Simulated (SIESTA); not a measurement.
System: Si₂W (space group I4/mmm).

Calculation (SIESTA 5.4.2): DFT in numerical atomic orbitals with pseudopotentials, no spin polarisation; energies at scaled volumes of the given cell, shape and fractions fixed, counted from the fit's minimum, third-order Birch-Murnaghan fit. All runs: no spin polarisation.

- k mesh: 12×12×12
- occupations: Fermi–Dirac
- smearing width: 0.05 eV
- potentials: PseudoDojo 0.4 standard, converted to PSML, two zetas on semicore shells

What does the calculation give for the energy against volume, with one curve for each functional? The cases: PBEsol; LDA.

The fitted equilibrium volumes, smallest first, are LDA 13.180, PBEsol 13.435 Å³/atom. The fitted bulk moduli, smallest first, are PBEsol 229.9, LDA 236.0 GPa.

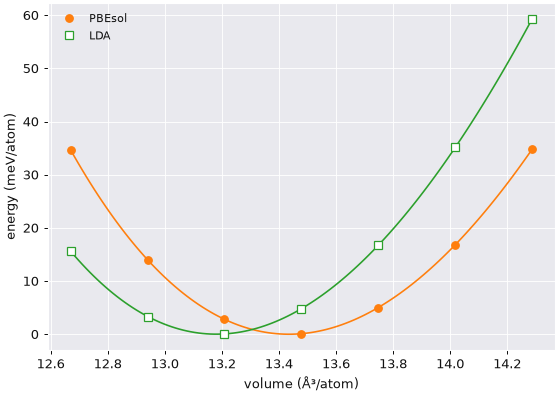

Limits of the calculation: mulliken charges of long orbitals; short basis over semicore shells; shape and atomic fractions are frozen while scaling, which makes layered, chain and framework solids too stiff.
